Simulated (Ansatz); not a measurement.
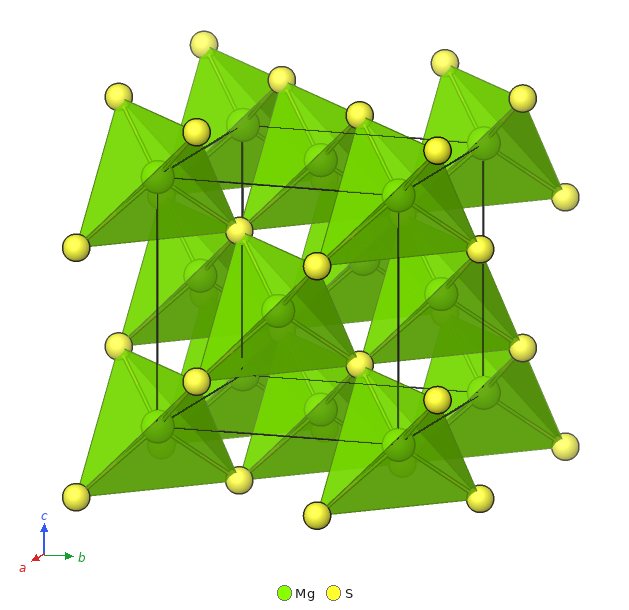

The crystal in a polyhedral representation, seen slightly off an axis. One conventional unit cell is framed, with atoms on its boundary repeated. A few atoms beyond the faces are included.

MgS, zinc blende (sphalerite type), space group F-43m (No. 216), a = 5.662 Å, b = 5.662 Å, c = 5.662 Å, α = 90.00°, β = 90.00°, γ = 90.00°. Starting structure: a structure listed in the Materials Project. Earlier steps of the study may have refined or changed the cell and positions. Ansatz was used for an electronic-structure calculation on it.

This one geometry was computed with Ansatz (DFT, plane waves, PAW) at six levels of theory: PBE, dielectric-dependent PBE0 (fraction 1/eps_inf of PBE), LC-wPBE, HSE06, r2SCAN and LDA. It was relaxed beforehand with r2SCAN.

Question: Which level gives the highest pressure at this volume, and what does that say about its equilibrium volume?

Answer: Highest: PBE (1.1 GPa), which points to the largest equilibrium volume. Lowest, with the smallest volume: LDA (-2.1 GPa). Levels within 0.5 GPa of each other can't be told apart.

Question: How does the band gap change with the level of theory?

Answer: LDA: a gap of 3.18 eV, direct; PBE: a gap of 3.47 eV, direct; r2SCAN: a gap of 4.14 eV, direct; HSE06: a gap of 4.53 eV, direct; dielectric-dependent PBE0 (fraction 1/eps_inf of PBE): a gap of 5.19 eV, direct; LC-wPBE: a gap of 9.52 eV, direct.

Question: Collect the results in a table.

Answer:
| level | cutoff (eV) | k-mesh of the run's cell | gap (eV) | pressure (GPa) |
| --- | --- | --- | --- | --- |
| PBE | 420 | 8×8×8 | 3.47 | 1.1 |
| dielectric-dependent PBE0 (fraction 1/eps_inf of PBE) | 420 | 6×6×6 | 5.19 | 0.0 |
| LC-wPBE | 420 | 6×6×6 | 9.52 | -1.1 |
| HSE06 | 420 | 6×6×6 | 4.53 | 0.0 |
| r2SCAN | 500 | 8×8×8 | 4.14 | 0.0 |
| LDA | 420 | 8×8×8 | 3.18 | -2.1 |

Gaps are taken on the k-mesh or band path of each run.
